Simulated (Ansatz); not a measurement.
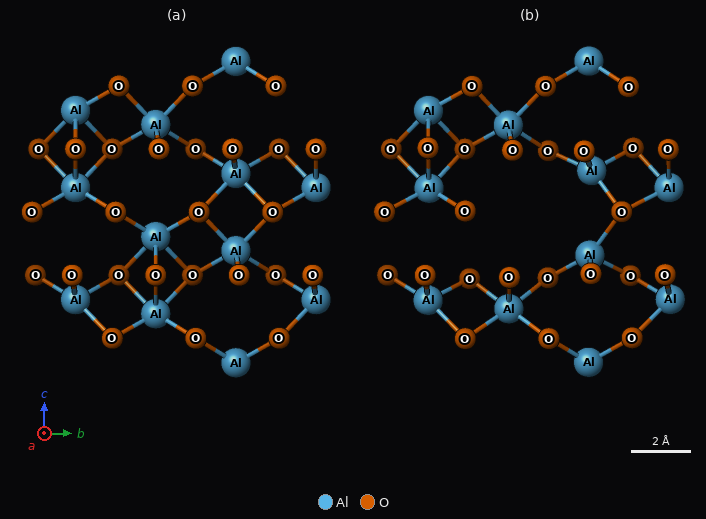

Left: perfect Al$_{2}$O$_{3}$. Right: the same region with a pair of point defects, after relaxing the atoms in a supercell of 120 sites. Style: ball-and-stick. Shown: the atoms within 6.0 Å of one point, in a slice 3.4 Å thick across the line of sight, along the a axis.

Method: Ansatz 0.2.0, DFT, PBEsol, PAW, plane waves. Settings: plane-wave cutoff 420 eV; k-point mesh 1 × 1 × 1; mesh shifted by (0.25, 0.25, 0.25); collinear spin. Fermi-Dirac smearing of 0.01 eV. The axes drawn are those of the host's conventional cell.

Q: What kind of defect was made?

A: An aluminium atom is taken out (a vacancy) and an oxygen atom is taken out (a vacancy), the two sites 1.9 Å apart.

The charge state of the cell is 0.

Q: What does the relaxation do around it?

A: Around the empty Al site the host had 6 O at 1.86 to 1.97 Å; after relaxation the nearest atoms are 5 O at 1.99 to 2.12 Å. Around the empty O site the host had 4 Al at 1.86 to 1.97 Å; after relaxation the nearest atoms are 3 Al at 2.13 Å, 3 O at 2.39 to 2.55 Å. Of the host's atoms, an aluminium atom moves furthest from its site, by 0.27 Å. The cell's net moment is 1.00 μB.
